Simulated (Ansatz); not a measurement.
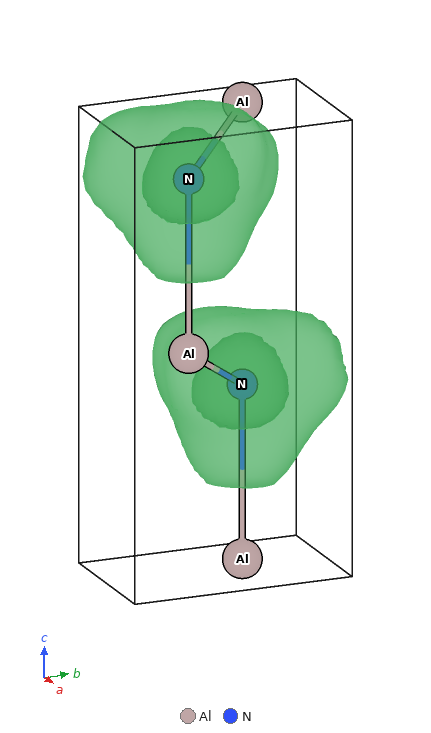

Figure. AlN. Isosurface of the electron localisation function at 0.75 (green), seen slightly off an axis. Core shells and regions of very low density are left out. Sticks mark near contacts.

Space group P6₃mc.

The calculation used DFT, LDA, PAW with Ansatz's default frozen-core files, scalar-relativistic; relaxation of cell and atoms (Ansatz).

In a PAW calculation such maps are meaningful between the atoms, not at the nuclei.

Q: Identify the bonds, lone pairs and shells in this picture.

A: The ELF exceeds this value in two regions on N in which the atom's valence shell and bonds are merged, counted in one cell of 4 atoms. Regions shared between cells count once.

Values along the shortest contacts:
Al–N (1.87 Å): the ELF peaks at about 0.90 in the valence shell of N, 0.8 Å from its nucleus, and is about 0.85 at the midpoint.

Q: Does the calculation give a band gap?

A: It is gapped, with a Kohn–Sham gap of 4.5 eV on the k-point mesh, an upper bound to the gap of this method.
